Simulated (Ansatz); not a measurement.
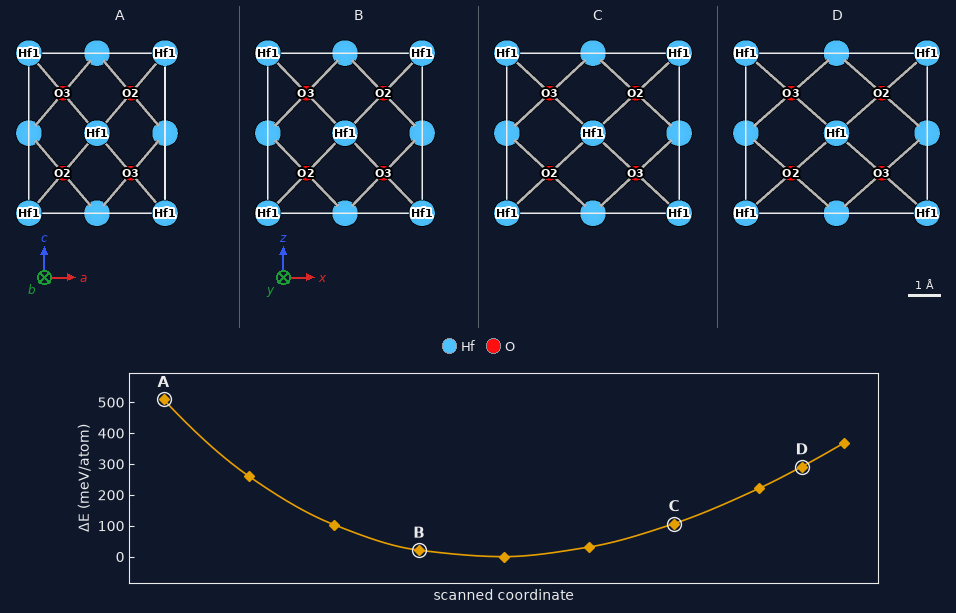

Frames of a one-coordinate scan of solid HfO₂ (Fm-3m). x, y and z are the Cartesian axes of the input. A ball-and-stick model of the conventional cell (4 times the calculation's cell), seen along the b axis. Lengths and directions refer to the drawn axes.

These are results of DFT PBE, scalar-relativistic, plane waves, PAW in Ansatz 0.2.0, not measurements. Set-up: plane-wave cutoff 420 eV; k-point mesh 8 × 8 × 8; occupations gaussian; smearing width 0.05 eV; no spin polarisation. Energies (free energies at the smearing named) are counted from the cell as listed in its source, which wasn't relaxed.

### What is being scanned?

The cell is strained along x alone, with the atoms kept at their fractional coordinates. In the frames the strain is −0.15 (A), −0.0375 (B), 0.075 (C), 0.1312 (D). The lowest computed point lies at the strain 0.00 (0 meV/atom). The unrelaxed reference is under a pressure of −2.5 GPa, which tilts the curve. The distortion takes the space group from Fm-3m to I4/mmm. At the strain −0.15 the cell of the drawing goes a 5.115 → 4.348 Å.
